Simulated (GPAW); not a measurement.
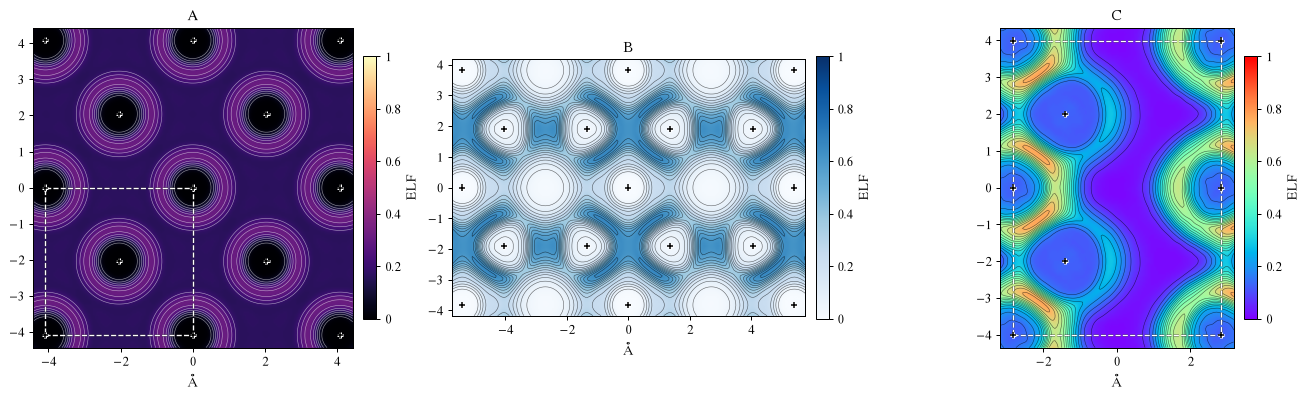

The ELF of 3 systems, each on a plane through atoms (crosses mark nuclei in the plane).

Computed with GPAW 26.7.0, Kohn-Sham DFT of a periodic cell, PBE, GPAW PAW data sets (gpaw-data 1.2.1).

System 1: GaAs, the (110) plane of the conventional cell. Space group F-43m; computed pressure about 4 GPa in this cell.

```yaml
crystal:
  lattice:
    - [5.65370, 0.00000, 0.00000]
    - [0.00000, 0.00000, -5.65370]
    - [0.00000, 5.65370, 0.00000]
  atoms:
    - { symbol: As, position: [0.75000, 0.75000, 0.25000] }
    - { symbol: As, position: [0.25000, 0.75000, 0.75000] }
    - { symbol: As, position: [0.25000, 0.25000, 0.25000] }
    - { symbol: As, position: [0.75000, 0.25000, 0.75000] }
    - { symbol: Ga, position: [0.50000, 0.50000, 0.00000] }
    - { symbol: Ga, position: [0.00000, 0.50000, 0.50000] }
    - { symbol: Ga, position: [0.00000, 0.00000, 0.00000] }
    - { symbol: Ga, position: [0.50000, 0.00000, 0.50000] }
```

System 2: Si$_{2}$Ni, the (110) plane of the conventional cell. Space group Fm-3m; computed pressure about 5 GPa in this cell; spin-polarised.

```
CELL_PARAMETERS angstrom
5.40600 0.00000 0.00000
0.00000 5.40600 0.00000
0.00000 0.00000 5.40600
ATOMIC_POSITIONS crystal
Ni 0.00000 0.00000 0.00000
Ni 0.50000 0.50000 0.00000
Ni 0.50000 0.00000 0.50000
Ni 0.00000 0.50000 0.50000
Si 0.75000 0.25000 0.25000
Si 0.25000 0.75000 0.25000
Si 0.25000 0.25000 0.75000
Si 0.75000 0.75000 0.75000
Si 0.25000 0.25000 0.25000
Si 0.75000 0.75000 0.25000
Si 0.75000 0.25000 0.75000
Si 0.25000 0.75000 0.75000
```

System 3: Ag, the (010) plane of the conventional cell. Space group Fm-3m; computed pressure about 4 GPa in this cell.

```
Ag
1.0
     4.08550    0.00000    0.00000
     0.00000    4.08550    0.00000
     0.00000    0.00000    4.08550
Ag
4
Direct
  0.00000 0.00000 0.00000
  0.50000 0.50000 0.00000
  0.50000 0.00000 0.50000
  0.00000 0.50000 0.50000
```

**Match each panel to its system.**

Panel A is system 3, Ag: the plane holds Ag. Ag–Ag (2.89 Å): the ELF is about 0.15 at the midpoint; no localised pair shows between them. Panel B is system 2, Si$_{2}$Ni: the plane holds Ni and Si. Si–Ni (2.34 Å): the ELF peaks at about 0.65 between the atoms. Panel C is system 1, GaAs: the plane holds As and Ga. Ga–As (2.45 Å): the ELF peaks at about 0.75 between the atoms; localised, covalent bonding.
